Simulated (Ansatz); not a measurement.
System: Ag, space group Fm-3m (No. 225) (one of a set of cubic test structures, which need not be the stable phase).

Input of one of the runs behind the figure:
```
crystal:
  lattice:
    - [0.0, 2.059956695982, 2.059956695982]
    - [2.059956695982, 0.0, 2.059956695982]
    - [2.059956695982, 2.059956695982, 0.0]
  atoms:
    - { symbol: Ag, position: [0, 0, 0] }
kpoints:
  mp_grid: { grid: [14, 14, 14] }
hamiltonian:
  xc: r2scan
  pseudopotentials: { kind: paw }
scf:
  occupations: { method: fermi_dirac, width: 0.1 }
output:
  forces: true
  stress: true
```

Command:
```bash
ansatz run input.yaml --threads 1
```

How it was computed, with Ansatz 0.2.0 development build: equation of state of a cubic crystal from periodic Kohn-Sham density functional theory without spin, third-order Birch-Murnaghan fit to the free energies; pressure corrected for the finite basis. Level: r2SCAN.

| setting | value |
| --- | --- |
| structure type | fcc |
| atoms in cell | 1 |
| space group number | 225 |
| lattice centring | face-centred primitive |
| k mesh | 14×14×14 |
| occupation method | Fermi–Dirac |
| occupation width | 0.1 eV |
| wave cutoff | 500 eV |
| datasets | soft-1 PAW |
| density tolerance | 1e−07 eV |
| bands | 14 |
| density cutoff ratio | 4 |
| search for lower states | default |

Predict the energy above the lowest point against volume. The volume takes the values 16.41, 16.95, 17.48, 18.02, 18.55 Å³/atom.

A third-order Birch–Murnaghan fit gives V0 = 17.30 Å³/atom, B0 = 102 GPa and B′ = 5.8. The energy above the lowest point is 15.7 meV/atom at volume 16.41 Å³/atom and 24.2 meV/atom at 18.55 Å³/atom; the lowest computed point is at volume 17.48 Å³/atom (0.0 meV/atom).

```
volume (Å³/atom)  energy above the lowest point (meV/atom)
           16.41                                      15.7
           16.95                                       1.8
           17.48                                       0.0
           18.02                                       8.1
           18.55                                      24.2
```

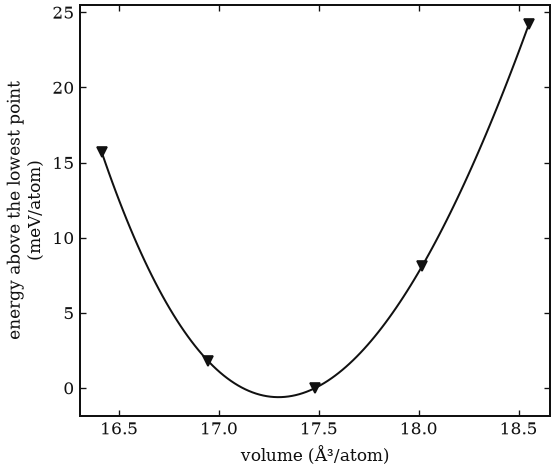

Limits of the calculation: modest k-mesh, values are not fully converged in k.
